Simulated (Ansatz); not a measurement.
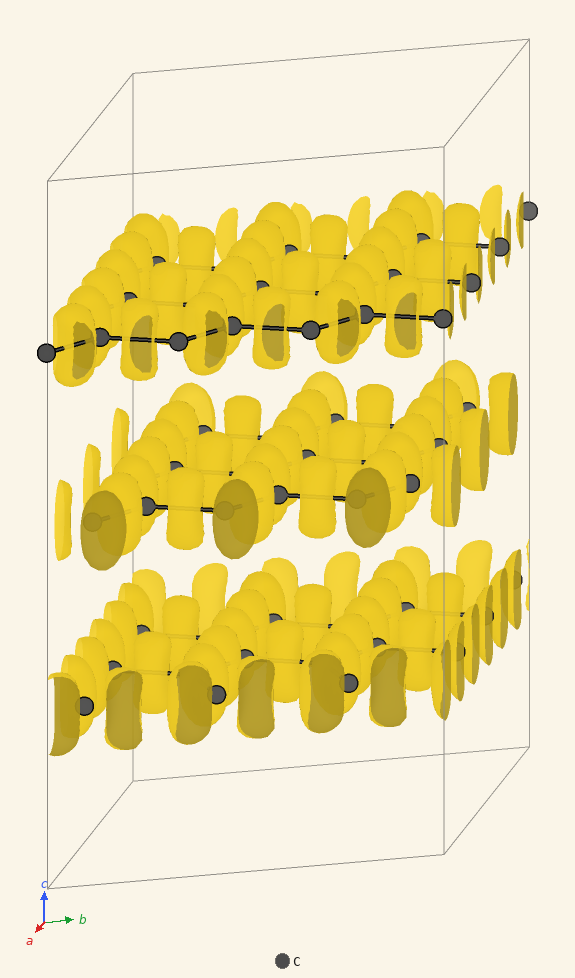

*C (slab). Isosurface of the ELF at 0.75 (yellow), seen slightly off an axis. Core shells and regions of very low density are left out. Sticks mark near contacts.*

Method: DFT PBE+D3(BJ), scalar-relativistic, plane waves, PAW (Ansatz).

Core electrons are frozen (PAW), and the valence fields are smoothed inside the atomic spheres.

> Identify the bonds, lone pairs and shells in this picture.

The ELF exceeds this value in nine regions between bonded C–C atoms (shared pairs), counted in one cell of 6 atoms. Counts are for one cell; the picture repeats the cell along the surface. Profiles from the grid: C–C (1.44 Å): the ELF peaks at about 0.95 between the atoms (a covalent bond).
